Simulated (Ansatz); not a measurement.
# Formation energy and levels of the substitutional impurity Ru_Al in AlN (P6_3mc)

Aim: at which Fermi levels does Ru_Al in AlN (P6_3mc) change its charge? The model is a cell of 72 host atoms with 1 Al taken out and 1 Ru put in.

Main program and level: Ansatz 0.2.0; place-levels on r2SCAN runs: charge-transition levels and formation energies with image-charge correction and potential alignment at the atomic sites; PAW set soft_1.

## (1) The structure

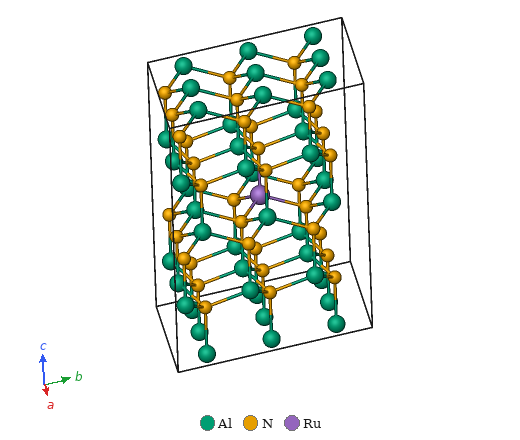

The cell as given, slightly off an axis (aluminium teal, nitrogen orange, ruthenium purple). Some periodic images of atoms are drawn too.

The cell holds 72 atoms: 35 Al, 36 N and 1 Ru. Cell: a = 9.320 Å, b = 9.320 Å, c = 9.956 Å, α = 90.0°, β = 90.0°, γ = 120.0°. It derives from AlN (space group P6_3mc). Nearest the centre at fractional (0.444, 0.556, 0.500): Ru34 at 0.00 Å, N11 at 1.89 Å, N43 at 1.89 Å, N35 at 1.89 Å, N40 at 1.90 Å, Al9 at 3.07 Å, Al13 at 3.07 Å, Al41 at 3.07 Å.

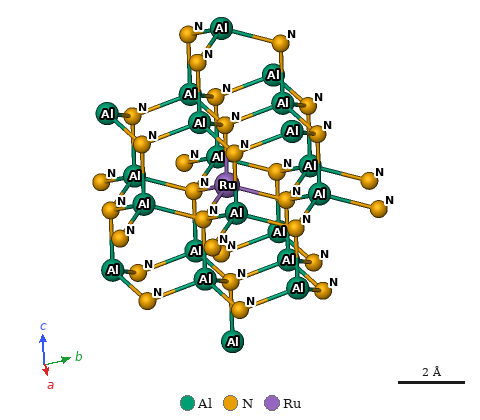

The atoms within 5 Å of the centre.

Structure file:

```xyz
72
Lattice="9.3196 0.0000 0.0000 -4.6598 8.0710 0.0000 0.0000 0.0000 9.9565" Properties=species:S:1:pos:R:3 pbc="T T T"
Al    1.5533    0.8968    2.4852
Al    0.0000    1.7936    4.9743
N     1.5533    0.8968    4.3848
N     0.0000    1.7936    1.8957
Al    1.5533    0.8968    7.4634
Al    0.0000    1.7936    9.9525
N     1.5533    0.8968    9.3631
N     0.0000    1.7936    6.8739
Al    0.0000    3.5871    2.4852
Al   -1.5533    4.4839    4.9743
N     0.0000    3.5871    4.3848
N    -1.5533    4.4839    1.8957
Al    0.0000    3.5871    7.4634
Al   -1.5533    4.4839    9.9525
N     0.0000    3.5871    9.3631
N    -1.5533    4.4839    6.8739
Al   -1.5533    6.2774    2.4852
Al   -3.1065    7.1742    4.9743
N    -1.5533    6.2774    4.3848
N    -3.1065    7.1742    1.8957
Al   -1.5533    6.2774    7.4634
Al   -3.1065    7.1742    9.9525
N    -1.5533    6.2774    9.3631
N    -3.1065    7.1742    6.8739
Al    4.6598    0.8968    2.4852
Al    3.1065    1.7936    4.9743
N     4.6598    0.8968    4.3848
N     3.1065    1.7936    1.8957
Al    4.6598    0.8968    7.4634
Al    3.1065    1.7936    9.9525
N     4.6598    0.8968    9.3631
N     3.1065    1.7936    6.8739
Al    3.1065    3.5871    2.4852
Ru    1.5533    4.4839    4.9743
N     3.1065    3.5871    4.3848
N     1.5533    4.4839    1.8957
Al    3.1065    3.5871    7.4634
Al    1.5533    4.4839    9.9525
N     3.1065    3.5871    9.3631
N     1.5533    4.4839    6.8739
Al    1.5533    6.2774    2.4852
Al    0.0000    7.1742    4.9743
N     1.5533    6.2774    4.3848
N     0.0000    7.1742    1.8957
Al    1.5533    6.2774    7.4634
Al    0.0000    7.1742    9.9525
N     1.5533    6.2774    9.3631
N     0.0000    7.1742    6.8739
Al    7.7663    0.8968    2.4852
Al    6.2130    1.7936    4.9743
N     7.7663    0.8968    4.3848
N     6.2130    1.7936    1.8957
Al    7.7663    0.8968    7.4634
Al    6.2130    1.7936    9.9525
N     7.7663    0.8968    9.3631
N     6.2130    1.7936    6.8739
Al    6.2130    3.5871    2.4852
Al    4.6598    4.4839    4.9743
N     6.2130    3.5871    4.3848
N     4.6598    4.4839    1.8957
Al    6.2130    3.5871    7.4634
Al    4.6598    4.4839    9.9525
N     6.2130    3.5871    9.3631
N     4.6598    4.4839    6.8739
Al    4.6598    6.2774    2.4852
Al    3.1065    7.1742    4.9743
N     4.6598    6.2774    4.3848
N     3.1065    7.1742    1.8957
Al    4.6598    6.2774    7.4634
Al    3.1065    7.1742    9.9525
N     4.6598    6.2774    9.3631
N     3.1065    7.1742    6.8739
```

The host's dielectric constants go in as inputs: (4.49, 4.49, 4.72) for the electrons alone, (8.15, 8.15, 9.65) with the ions, computed on the host (DFPT, PBEsol, on the r2SCAN cell), and a cell off the functional's own equilibrium shifts the ionic part.

The cell's shortest repeat is 9.3 Å.

## (2) The runs of each charge state

A transition level is the Fermi level at which two charge states cost the same, so each charge needs its own total energy, at its own relaxed structure.

Each atom starts 0.05 Å or so off its site in a random direction: a symmetric start keeps its symmetry, and would miss off-centre moves and Jahn–Teller distortions. Forces are taken at one point at (¼, ¼, ¼). The cell holds 1 electron more than the neutral one, with a uniform background that keeps it neutral on the whole.

The sampling was tested on the host first: at the k-points planned (1x1x1 shifted 0.25 0.25 0.25) its energy lies -0.014 eV an atom from the dense-mesh value, under the bound of 0.02 eV set for this test; that bounds the host's error, not the defect's.

One of the inputs; charge, spin and start change from state to state.

qm1.relax/input.yaml

```yaml
crystal:
  lattice:
    - [9.31956554, 9.0e-08, 0.0]
    - [-4.65978284, 8.07098046, 0.0]
    - [0.0, 0.0, 9.95647772]
  atoms:
    - { symbol: Al, position: [0.22222222, 0.11111111, 0.24960167] }
    - { symbol: Al, position: [0.11111111, 0.22222222, 0.49960167] }
    - { symbol: "N", position: [0.22222222, 0.11111111, 0.44039833] }
    - { symbol: "N", position: [0.11111111, 0.22222222, 0.19039833] }
    - { symbol: Al, position: [0.22222222, 0.11111111, 0.74960167] }
    - { symbol: Al, position: [0.11111111, 0.22222222, 0.99960167] }
    - { symbol: "N", position: [0.22222222, 0.11111111, 0.94039833] }
    - { symbol: "N", position: [0.11111111, 0.22222222, 0.69039833] }
    - { symbol: Al, position: [0.22222222, 0.44444444, 0.24960167] }
    - { symbol: Al, position: [0.11111111, 0.55555556, 0.49960167] }
    - { symbol: "N", position: [0.22222222, 0.44444444, 0.44039833] }
    - { symbol: "N", position: [0.11111111, 0.55555556, 0.19039833] }
    - { symbol: Al, position: [0.22222222, 0.44444444, 0.74960167] }
    - { symbol: Al, position: [0.11111111, 0.55555556, 0.99960167] }
    - { symbol: "N", position: [0.22222222, 0.44444444, 0.94039833] }
    - { symbol: "N", position: [0.11111111, 0.55555556, 0.69039833] }
    - { symbol: Al, position: [0.22222222, 0.77777778, 0.24960167] }
    - { symbol: Al, position: [0.11111111, 0.88888889, 0.49960167] }
    - { symbol: "N", position: [0.22222222, 0.77777778, 0.44039833] }
    - { symbol: "N", position: [0.11111111, 0.88888889, 0.19039833] }
    - { symbol: Al, position: [0.22222222, 0.77777778, 0.74960167] }
    - { symbol: Al, position: [0.11111111, 0.88888889, 0.99960167] }
    - { symbol: "N", position: [0.22222222, 0.77777778, 0.94039833] }
    - { symbol: "N", position: [0.11111111, 0.88888889, 0.69039833] }
    - { symbol: Al, position: [0.55555556, 0.11111111, 0.24960167] }
    - { symbol: Al, position: [0.44444444, 0.22222222, 0.49960167] }
    - { symbol: "N", position: [0.55555556, 0.11111111, 0.44039833] }
    - { symbol: "N", position: [0.44444444, 0.22222222, 0.19039833] }
    - { symbol: Al, position: [0.55555556, 0.11111111, 0.74960167] }
    - { symbol: Al, position: [0.44444444, 0.22222222, 0.99960167] }
    - { symbol: "N", position: [0.55555556, 0.11111111, 0.94039833] }
    - { symbol: "N", position: [0.44444444, 0.22222222, 0.69039833] }
    - { symbol: Al, position: [0.55555556, 0.44444444, 0.24960167] }
    - { symbol: Ru, position: [0.44444444, 0.55555556, 0.49960167] }
    - { symbol: "N", position: [0.55555556, 0.44444444, 0.44039833] }
    - { symbol: "N", position: [0.44444444, 0.55555556, 0.19039833] }
    - { symbol: Al, position: [0.55555556, 0.44444444, 0.74960167] }
    - { symbol: Al, position: [0.44444444, 0.55555556, 0.99960167] }
    - { symbol: "N", position: [0.55555556, 0.44444444, 0.94039833] }
    - { symbol: "N", position: [0.44444444, 0.55555556, 0.69039833] }
    - { symbol: Al, position: [0.55555556, 0.77777778, 0.24960167] }
    - { symbol: Al, position: [0.44444444, 0.88888889, 0.49960167] }
    - { symbol: "N", position: [0.55555556, 0.77777778, 0.44039833] }
    - { symbol: "N", position: [0.44444444, 0.88888889, 0.19039833] }
    - { symbol: Al, position: [0.55555556, 0.77777778, 0.74960167] }
    - { symbol: Al, position: [0.44444444, 0.88888889, 0.99960167] }
    - { symbol: "N", position: [0.55555556, 0.77777778, 0.94039833] }
    - { symbol: "N", position: [0.44444444, 0.88888889, 0.69039833] }
    - { symbol: Al, position: [0.88888889, 0.11111111, 0.24960167] }
    - { symbol: Al, position: [0.77777778, 0.22222222, 0.49960167] }
    - { symbol: "N", position: [0.88888889, 0.11111111, 0.44039833] }
    - { symbol: "N", position: [0.77777778, 0.22222222, 0.19039833] }
    - { symbol: Al, position: [0.88888889, 0.11111111, 0.74960167] }
    - { symbol: Al, position: [0.77777778, 0.22222222, 0.99960167] }
    - { symbol: "N", position: [0.88888889, 0.11111111, 0.94039833] }
    - { symbol: "N", position: [0.77777778, 0.22222222, 0.69039833] }
    - { symbol: Al, position: [0.88888889, 0.44444444, 0.24960167] }
    - { symbol: Al, position: [0.77777778, 0.55555556, 0.49960167] }
    - { symbol: "N", position: [0.88888889, 0.44444444, 0.44039833] }
    - { symbol: "N", position: [0.77777778, 0.55555556, 0.19039833] }
    - { symbol: Al, position: [0.88888889, 0.44444444, 0.74960167] }
    - { symbol: Al, position: [0.77777778, 0.55555556, 0.99960167] }
    - { symbol: "N", position: [0.88888889, 0.44444444, 0.94039833] }
    - { symbol: "N", position: [0.77777778, 0.55555556, 0.69039833] }
    - { symbol: Al, position: [0.88888889, 0.77777778, 0.24960167] }
    - { symbol: Al, position: [0.77777778, 0.88888889, 0.49960167] }
    - { symbol: "N", position: [0.88888889, 0.77777778, 0.44039833] }
    - { symbol: "N", position: [0.77777778, 0.88888889, 0.19039833] }
    - { symbol: Al, position: [0.88888889, 0.77777778, 0.74960167] }
    - { symbol: Al, position: [0.77777778, 0.88888889, 0.99960167] }
    - { symbol: "N", position: [0.88888889, 0.77777778, 0.94039833] }
    - { symbol: "N", position: [0.77777778, 0.88888889, 0.69039833] }
  host:
    repeats: [3, 3, 2]
    atoms:
      - { symbol: Al, position: [0.66666667, 0.33333333, 0.49920333] }
      - { symbol: Al, position: [0.33333333, 0.66666667, 0.99920333] }
      - { symbol: "N", position: [0.66666667, 0.33333333, 0.88079667] }
      - { symbol: "N", position: [0.33333333, 0.66666667, 0.38079667] }
total_charge: -1
basis:
  ecutwfc: 500
  xc_grid: 2
hamiltonian:
  xc: r2scan
  pseudopotentials: { kind: paw, azcp: { folder: soft_1 } }
kpoints:
  mp_grid: { grid: [1, 1, 1], shift: [0.25, 0.25, 0.25] }
scf:
  occupations: { method: fixed }
  max_iter: 80
output:
  forces: true
  charged_corrections:
    epsilon: [4.49, 4.49, 4.72]
    static_epsilon: [8.15, 8.15, 9.65]
    defect_position: [0.444444, 0.555556, 0.499602]
relax:
  f_tol: 0.02
  max_steps: 80
  random_displacement: { amplitude: 0.05, seed: 1502 }
checkpoint:
  write: "../qm1.relax.run"
  compress: false
  write_wavefunctions: true
  write_every: 100000
```

Launch:

```console
ansatz run input.yaml --threads 4 --pin off --max-ram 15073MiB --backend cpu --events-out ev --progress --plain --runs-dir out
```

The relaxed structure is kept and the sampling changed to a 2×2×2 shifted mesh.

The run of this state that the levels use, under r2SCAN:

qm1.point/input.yaml

```yaml
crystal:
  checkpoint: "../qm1.relax.run"
  host: checkpoint
total_charge: -1
basis:
  ecutwfc: 500
  xc_grid: 2
hamiltonian:
  xc: r2scan
  pseudopotentials: { kind: paw, azcp: { folder: soft_1 } }
kpoints:
  mp_grid: { grid: [2, 2, 2], shift: [0.5, 0.5, 0.5] }
scf:
  occupations: { method: fermi_dirac, width: 0.01 }
  max_iter: 80
output:
  forces: true
  eigenvalues: true
  charged_corrections:
    epsilon: [4.49, 4.49, 4.72]
    static_epsilon: [8.15, 8.15, 9.65]
    defect_position: [0.444444, 0.555556, 0.499602]
  eigenstates: { localisation: true }
  populations: true
  band_densities: [{ bands: [v1, v1] }, { bands: [c1, c1] }]
  write_density: true
  write_potential: true
  volumetric_format: npy
checkpoint:
  read: "../qm1.relax.run"
  write: "../qm1.point.run"
  compress: false
  write_wavefunctions: false
  write_every: 100000
```

Relaxations under r2SCAN at one point at (¼, ¼, ¼); times on 4 threads of Arm Neoverse V1, shared host:

```
charge  moment (μB)  occupations    outcome  steps  largest displacement against the far atoms (Å)     time
    −1            0        fixed  converged      8                                            0.36  2.1 min
    −1            4        fixed  converged      8                                            0.31  4.5 min
    −1            2        fixed  converged      9                                            0.26  5.2 min
     0            1        fixed  converged      7                                            0.21  4.1 min
     0            5        fixed  converged      5                                            0.20  2.8 min
     0            3        fixed  converged     15                                            0.21  8.7 min
    +1            0        fixed  converged      6                                            0.15     97 s
    +1            4        fixed  converged      7                                            0.14  3.5 min
    +1            2        fixed  converged     10                                            0.22  6.4 min
    +2            1        fixed  converged      9                                            0.13  6.2 min
    +2            3        fixed  converged      7                                            0.11  3.5 min
```

Single points under r2SCAN at a 2×2×2 shifted mesh; times on 4 threads of Arm Neoverse V1, shared host:

```
charge  moment (μB)  occupations    outcome     time
    −1            0  fermi-dirac  converged     88 s
    −1            4  fermi-dirac  converged  4.7 min
    −1            2  fermi-dirac  converged  3.7 min
     0            1  fermi-dirac  converged  4.2 min
     0            5  fermi-dirac  converged  3.6 min
     0            3  fermi-dirac  converged  4.1 min
    +1            0  fermi-dirac  converged     92 s
    +1            4  fermi-dirac  converged  3.5 min
    +1            2  fermi-dirac  converged  3.5 min
    +2            1  fermi-dirac  converged  4.2 min
    +2            3  fermi-dirac  converged  2.9 min
```

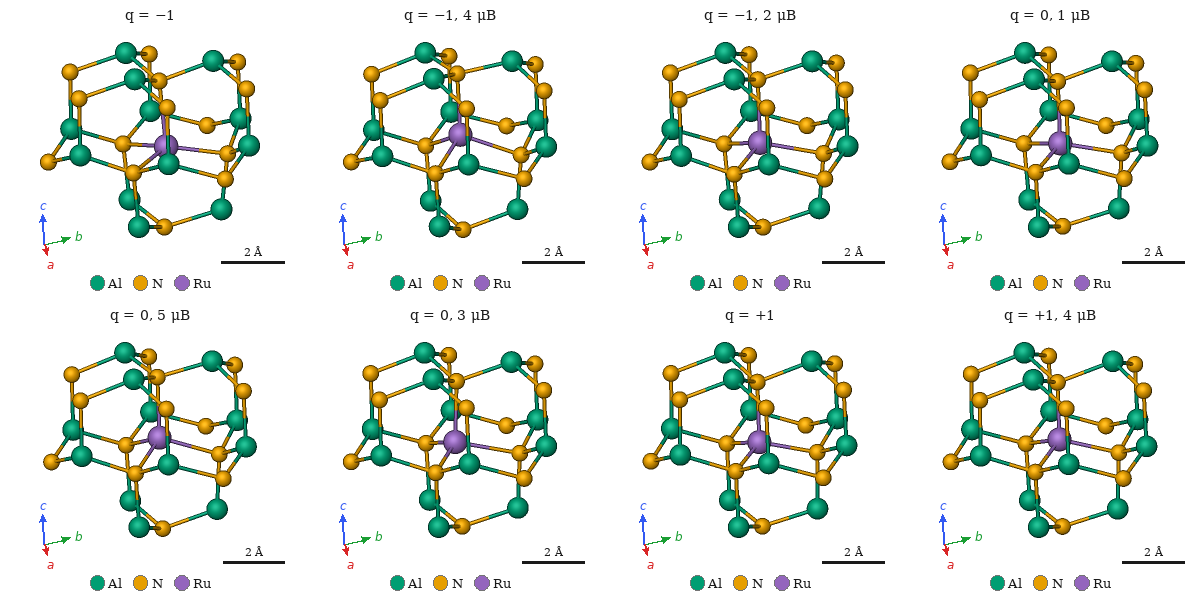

The structures near the centre after relaxation with r2SCAN, by charge.

Distances (Å) from Ru34 to the nearest atoms after relaxation with r2SCAN:

```
charge  moment (μB)      1.      2.      3.      4.       5.       6.
    −1            0  N 2.00  N 2.10  N 2.13  N 2.20   N 2.69  Al 2.79
    −1            4  N 2.11  N 2.12  N 2.12  N 2.15  Al 2.99  Al 3.00
    −1            2  N 2.10  N 2.10  N 2.11  N 2.12   N 2.85  Al 2.97
     0            1  N 2.01  N 2.02  N 2.03  N 2.10   N 2.80  Al 2.94
     0            5  N 2.06  N 2.07  N 2.07  N 2.07  Al 3.10  Al 3.10
     0            3  N 1.99  N 2.01  N 2.06  N 2.16   N 2.88  Al 2.97
    +1            0  N 1.94  N 1.94  N 1.94  N 2.04   N 2.87  Al 3.00
    +1            4  N 1.95  N 2.02  N 2.02  N 2.02   N 2.97  Al 3.08
    +1            2  N 1.95  N 1.95  N 2.00  N 2.04   N 2.81  Al 2.95
    +2            1  N 1.87  N 1.91  N 1.91  N 1.98   N 2.91  Al 3.03
    +2            3  N 1.91  N 1.92  N 1.95  N 1.95   N 2.95  Al 3.07
```

(Continued in part 2 of 2.)

[Logs are printed without paths, hosts, clocks, repeated set-up lines and the standing remarks that a program may print on its own settings, such as how far it seeks lower states.]

[Hosts, paths, dates, database ids (printed as entryN), source tags and the programs' standing remarks are cut or masked in the printed files.]

[Where a table of states has a column of steps, it counts the stored structures, which are thinned; the runs took as many ionic steps or more.]

[A defect's name tells the site on which it was built; relaxed atoms can leave that site.]

[For some hosts the program warned that the k-mesh of the response run may be too coarse for force constants and the static dielectric constant; such warnings are not shown here.]
